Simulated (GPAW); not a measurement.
# How GaN absorbs and reflects light

Wanted: where GaN starts to absorb, how strongly, and its refractive index.

Main program and level: GPAW 26.7.0; DFT, PBE, plane-wave PAW (GPAW data sets), scalar-relativistic, RPA, optical limit.

## Step 1: The starting structure

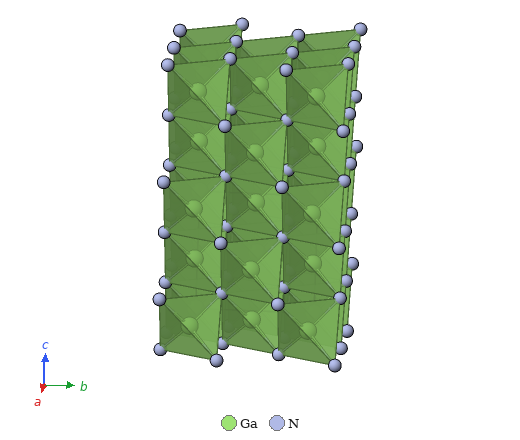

The cell as given, slightly off an axis (gallium green, nitrogen light blue). 2×1×2 cells are drawn. This picture shows the conventional cell, with its axes. Some periodic images of atoms are drawn too.

Coordinates:

```
Ga N
1.0
     0.00000    2.25350    2.25350
     2.25350    0.00000    2.25350
     2.25350    2.25350    0.00000
Ga N
1 1
Direct
  0.00000 0.00000 0.00000
  0.25000 0.25000 0.25000
```

## Step 2: Bands for the response

At the fixed density, many empty bands are solved on the mesh of the response, since the spectrum sums over them.

This step: DFT, PBE, plane-wave PAW (GPAW data sets), scalar-relativistic, bands at fixed density (GPAW 26.7.0).

nscf.py

```python
from ase.dft.bandgap import bandgap
from gpaw import GPAW, FermiDirac

calc = GPAW('gs.gpw').fixed_density(kpts={'size': (16, 16, 16), 'gamma': True}, nbands=26, convergence={'bands': 20},
                                    occupations=FermiDirac(0.001), txt='nscf.txt')
print('gap (eV)', bandgap(calc, output=None)[0])
print('direct gap (eV)', bandgap(calc, direct=True, output=None)[0])
print('top band over the Fermi level (eV)', min(calc.get_eigenvalues(kpt=k)[19] for k in range(len(calc.get_ibz_k_points()))) - calc.get_fermi_level())
calc.write('full.gpw', mode='all')
```

Command:

```sh
$ OMP_NUM_THREADS=1 python nscf.py
```

Numbers of over 12 decimals in the logs are rounded to 6 here.

The log of the run:

```text
Diagonalizing LCAO Hamiltonian
Converting LCAO to pw mode
convergence criteria:
- Maximum integral of absolute [eigenst]ate change: 4e-08 eV^2 / valence electron
maximum number of iterations: 150

SCF iterations
|iter     |      energy | eigst |  dens |
|iter:   1||             | +3.26 |       |
|iter:   2||             | +1.28 |       |
|iter:   3||             | -1.49 |       |
|iter:   4||             | -3.52 |       |
|iter:   5||             | -5.84 |       |
|iter:   6||             | -7.09 |       |
|iter:   7||             | -8.04c|       |
SCF steps: 7
  __  _  _
 | _ |_)|_||  |
 |__||  | ||/\| - 26.7.0

Versions:
  Python: 3.12.14
  ASE:    3.29.0
  Numpy:  2.5.5
  Scipy:  1.18.1
  Libxc:  7.0.0

Input parameters:
  mode=PW(ecut=550.0),
  convergence={'bands': 20},
  gpts=array([18, 18, 18]),
  kpts=MonkhorstPack(size=(16, 16, 16), gamma=True),
  maxiter=150,
  nbands=26,
  occupations=Occupations(name='fermi-dirac', width=0.001, fixmagmom=False),
  parallel={},
  xc=XC(name='PBE')

--- standard output ---
gap (eV) 1.763549
direct gap (eV) 1.763549
top band over the Fermi level (eV) 32.142831
```

It took 30 s on 1 thread of Arm Neoverse V2, shared host; peak memory 0.19 GiB.

Read-outs, printed or worked out from the files:

| Quantity | Value |
| --- | --- |
| gap on the k-mesh | 1.764 eV |
| direct gap on the mesh | 1.764 eV |

## Step 3: Dielectric function, RPA

Local fields let the induced charge screen the field inside the cell, which as a rule lowers ε, most along directions where the density is uneven.

This step: DFT, PBE, plane-wave PAW (GPAW data sets), scalar-relativistic, RPA, optical limit (GPAW 26.7.0).

df.py

```python
from gpaw.response.df import DielectricFunction

df = DielectricFunction('full.gpw', frequencies={'type': 'nonlinear', 'domega0': 0.03, 'omega2': 8},
                        ecut=70,
                        eta=0.12,
                        nbands=20,
                        txt='df.txt')
for direction in ['x']:
    df.get_dielectric_function(xc='RPA', direction=direction, filename=f'df_{direction}.csv')
```

Command:

```sh
$ OMP_NUM_THREADS=1 python df.py
```

The log of the run:

```text
Using integrator: PointIntegrator
NonLinearFrequencyDescriptor(from 0.000 to 54.352 eV, 476 points)
Nonperiodic BCs:  [False False False]
Using integrator: PointIntegrator
NonLinearFrequencyDescriptor(from 0.000 to 54.352 eV, 476 points)
Nonperiodic BCs:  [False False False]

Calculating chi0 body with:
    Ground state adapter containing:
    Number of spins: 1
    Number of kpoints: 4096
    Number of irreducible kpoints: 145
    Number of completely occupied states: 4
    Number of partially occupied states: 4

    Linear response parametrization:
    q_c: [0.0, 0.0, 0.0]
    Number of frequency points: 476
    Planewave cutoff: 70.0
    Number of bands: 20
    Number of planewaves: 27
    Broadening (eta): 0.12

Integrating chi0 body.

Symmetries of q_c:
    Direct symmetries (Uq -> q): 24
    Indirect symmetries (TUq -> q): 24
In total 48 allowed symmetries.

145 groups of equivalent kpoints. 96.4599609375% reduction.

Integral kind: spectral function

Calculating chi0 optical extensions with:
    Ground state adapter containing:
    Number of spins: 1
    Number of kpoints: 4096
    Number of irreducible kpoints: 145
    Number of completely occupied states: 4
    Number of partially occupied states: 4

    Linear response parametrization:
    Number of frequency points: 476
    Planewave cutoff: 70.0
    Number of bands: 20
    Number of planewaves: 27
    Broadening (eta): 0.12
Integrating chi0 head and wings.

Symmetries of q_c:
    Direct symmetries (Uq -> q): 24
    Indirect symmetries (TUq -> q): 24
In total 48 allowed symmetries.

145 groups of equivalent kpoints. 96.4599609375% reduction.

Integral kind: spectral function wings
```

Run time: 5 s. Hardware: 1 thread; peak memory 0.21 GiB.

Read-outs, printed or worked out from the files:

- electronic dielectric constant ε∞, mean over x, y and z (by symmetry where fewer were run): 5.649
- main peak of Im epsilon, first axis: 7.325 eV

Some rows of df_x.csv (energy; Re and Im without local fields; Re and Im with them):

```text
0.000000, 5.929892, -0.000000, 5.648769, -0.000000
0.429336, 5.963494, 0.019316, 5.681313, 0.018718
0.878195, 6.081036, 0.046206, 5.795375, 0.044918
1.347938, 6.354735, 0.111582, 6.062325, 0.109321
1.840057, 6.533235, 0.533208, 6.229127, 0.529065
2.356191, 6.434097, 1.278024, 6.120296, 1.268667
2.898142, 6.840816, 1.358387, 6.503467, 1.335385
3.467895, 6.455375, 1.506707, 6.086443, 1.486522
4.067647, 6.477988, 2.223117, 6.096146, 2.189257
4.699832, 6.940450, 2.404983, 6.478457, 2.345153
5.367152, 7.509634, 3.647813, 6.987482, 3.510640
6.072622, 6.947777, 5.670515, 6.304926, 5.420241
6.819608, 4.683870, 7.592416, 4.354406, 7.134047
7.611886, 0.483471, 7.427977, 0.180969, 7.376256
8.453705, 2.067812, 3.992018, 1.123484, 3.703924
9.349861, 1.468114, 7.331704, 1.565791, 5.650799
10.305790, -0.191247, 4.910028, 0.192386, 4.047253
11.327680, 0.350008, 5.971224, 1.226845, 4.428559
12.422601, -2.348932, 3.842566, -1.284363, 4.172615
13.598673, -2.024197, 2.211830, -1.628183, 2.554029
```

The Im ε, E ∥ x has structure finer than the step of the table below, so its rows give means over 1 eV, whole bins alone (the curve runs from 0 to 14.0 eV). Peaks (eV: height): 6.5: 7.90, 7.3: 8.21, 9.2: 5.85, 11.8: 5.76.

Values under the direct gap are tails of Lorentzian lines. Im ε, E ∥ x against photon energy; means over each step:

```
photon energy (eV)  Im ε, E ∥ x
                 1       0.0664
                 2        0.787
                 3         1.55
                 4         1.97
                 5         2.91
                 6         5.41
                 7         7.56
                 8         5.36
                 9         4.69
                10         4.92
                11         4.14
                12         4.98
                13         3.17
```

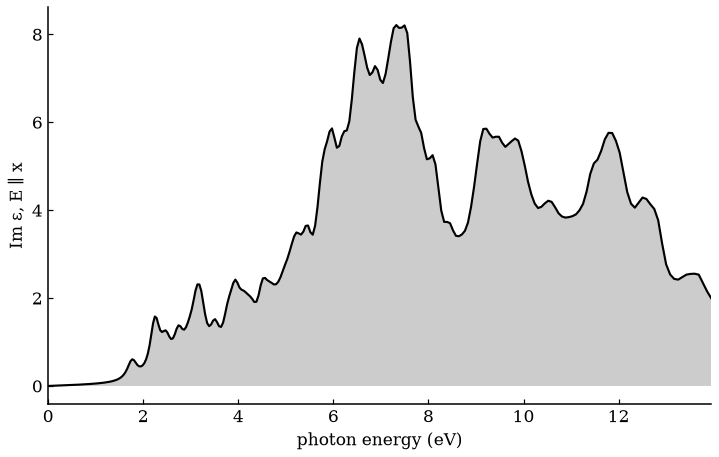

Im ε, E ∥ x against photon energy.

The Re ε, E ∥ x by photon energy:

```
photon energy (eV)  Re ε, E ∥ x
                 0         5.65
                 1         5.85
                 2         6.56
                 3         6.64
                 4         6.11
                 5         7.10
                 6         6.37
                 7         3.83
                 8        0.631
                 9         3.18
                10       -0.170
                11        0.674
                12        -1.34
                13        -2.39
```

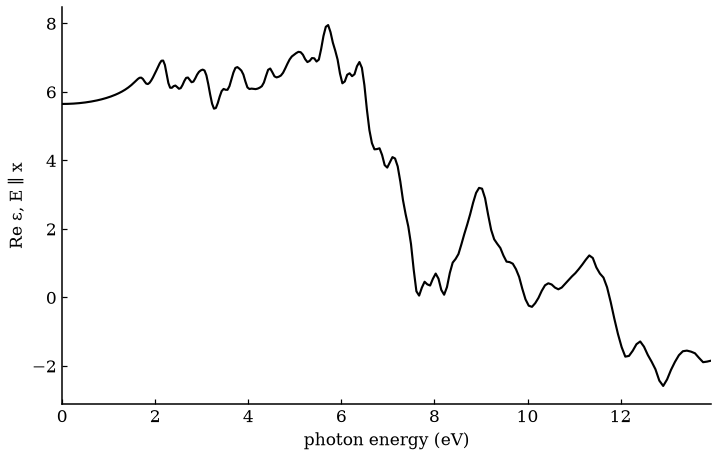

Re ε, E ∥ x, plotted against photon energy.

The reflectivity at normal incidence, E ∥ x has structure finer than the step of the table below, so its rows give means over 1 eV, whole bins alone (the curve runs from 0 to 14.0 eV). Peaks (eV: height): 7.6: 36.6, 10.0: 32.2, 13.0: 49.1.

The reflectivity at normal incidence, E ∥ x by photon energy; means over each step:

```
photon energy (eV)  reflectivity at normal incidence, E ∥ x (%)
                 1                                         17.3
                 2                                         19.1
                 3                                         19.1
                 4                                         20.0
                 5                                         22.5
                 6                                         27.3
                 7                                         31.5
                 8                                         29.6
                 9                                         23.3
                10                                         29.3
                11                                         25.0
                12                                         35.7
                13                                         43.6
```

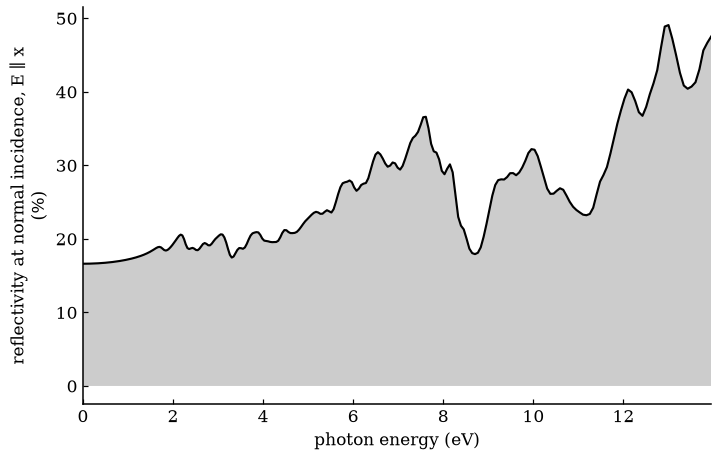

Reflectivity at normal incidence, E ∥ x, plotted against photon energy.

The Im ε, E ∥ x has structure finer than the step of the table below, so its rows give means over 0.5 eV, whole bins alone (the curve runs from 0 to 14.0 eV). Peaks (eV: height): without local fields 6.55: 8.48, 7.27: 8.61, 9.15: 7.82, 11.71: 6.38; with local fields 6.55: 7.90, 7.32: 8.21, 9.22: 5.85, 11.79: 5.76.

Values under the direct gap are tails of Lorentzian lines. The Im ε, E ∥ x by photon energy; means over each step:

```
photon energy (eV)  without local fields  with local fields
               0.5                0.0232             0.0225
               1.0                0.0588             0.0573
               1.5                 0.237              0.234
               2.0                 0.744              0.734
               2.5                  1.27               1.26
               3.0                  1.76               1.74
               3.5                  1.52               1.50
               4.0                  2.22               2.18
               4.5                  2.27               2.22
               5.0                  2.97               2.85
               5.5                  3.92               3.74
               6.0                  5.87               5.57
               6.5                  7.61               7.06
               7.0                  7.69               7.25
               7.5                  7.87               7.65
               8.0                  5.47               5.25
               8.5                  4.05               3.62
               9.0                  6.40               4.81
               9.5                  7.15               5.60
              10.0                  6.04               5.03
              10.5                  4.99               4.11
              11.0                  4.98               3.90
              11.5                  6.22               5.01
              12.0                  4.97               5.20
              12.5                  3.67               4.17
              13.0                  2.43               2.99
              13.5                  2.17               2.51
```

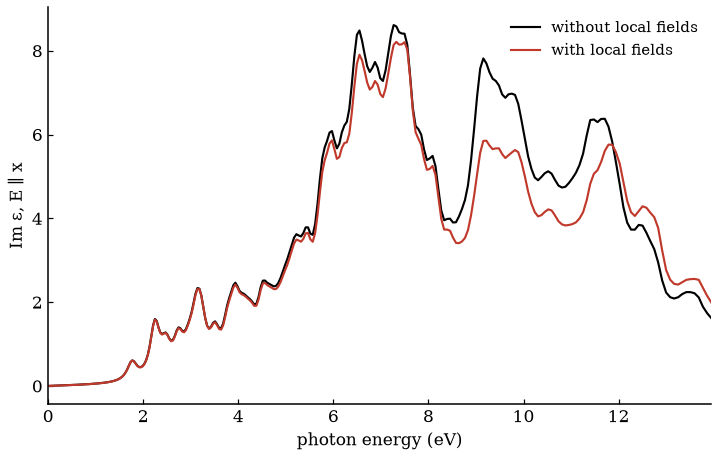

Im ε, E ∥ x, plotted against photon energy.

Table of refractive index n and extinction k by photon energy:

```
photon energy (eV)      n       k
                 0   2.38       0
                 1   2.42  0.0114
                 2   2.56  0.0953
                 3   2.60   0.321
                 4   2.51   0.457
                 5   2.71   0.517
                 6   2.73    1.05
                 7   2.43    1.43
                 8   1.71    1.51
                 9   2.12    1.15
                10   1.58    1.63
                11   1.51    1.27
                12   1.45    1.86
                13  0.795    1.74
```

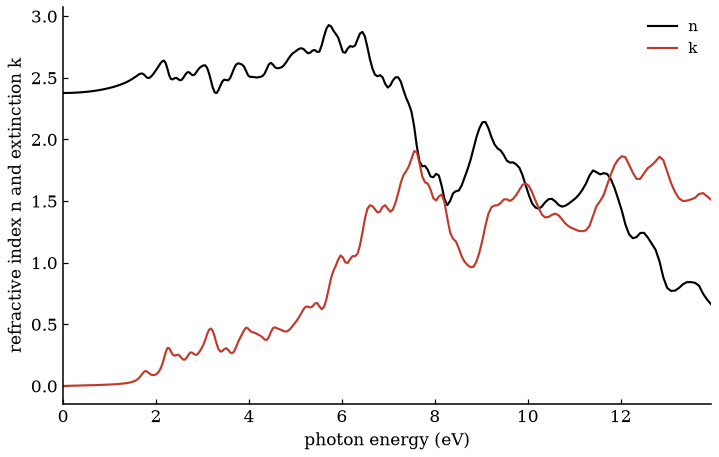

Refractive index n and extinction k against photon energy.

From ε follow the optical constants at some laser and lamp lines:

```
wavelength (nm)     n      k  R (%)     1/α
           1550  2.40  0.008   17.0   15 µm
           1064  2.44  0.015   17.5  5.6 µm
            532  2.49  0.272   18.7  156 nm
            405  2.60  0.378   20.6   85 nm
            365  2.45  0.280   18.2  104 nm
            248  2.71  0.517   22.8   38 nm
            193  2.87  1.212   30.2   13 nm
```

Below the direct gap, k and the depth come from the tails of the Lorentzian lines, not from transitions.

Rows near the edge hang on the gap, which this functional as a rule makes too small, and phonon-assisted absorption is left out.

## Step 4: Summary of results

```
electronic dielectric constant ε∞, mean over x, y and z (by symmetry where fewer were run) (RPA) : 5.65
main peak of Im epsilon, first axis                                                              : 7.33 eV
```

What this shows: At this level (PBE, RPA) GaN has ε∞ = 5.65 and n = 2.40 at 1550 nm, and Im ε peaks at 7.3 eV. On the mesh the gap is 1.76 eV and the least direct gap 1.76 eV. Local fields change the static value along x from 5.93 to 5.65 (-5 %). Distinct maxima of Im ε, read by a parabola through the highest points, lie at 5.96 eV (5.9), 6.55 eV (7.9), 7.33 eV (8.2) and 9.19 eV (5.9). Excitons and phonon-assisted transitions are missing; PBE gaps are as a rule too small, which pulls the onset down and ε∞ up. The sum runs over mesh points, so small or evenly spaced maxima can still be ripples of the mesh.

[Machine, clock and banner lines and Python warnings are left out of the logs.]

[Logs are printed without paths, hosts, clocks, repeated set-up lines and the standing remarks that a program may print on its own settings, such as how far it seeks lower states.]

[Hosts, paths, dates, database ids (printed as entryN), source tags and the programs' standing remarks are cut or masked in the printed files.]
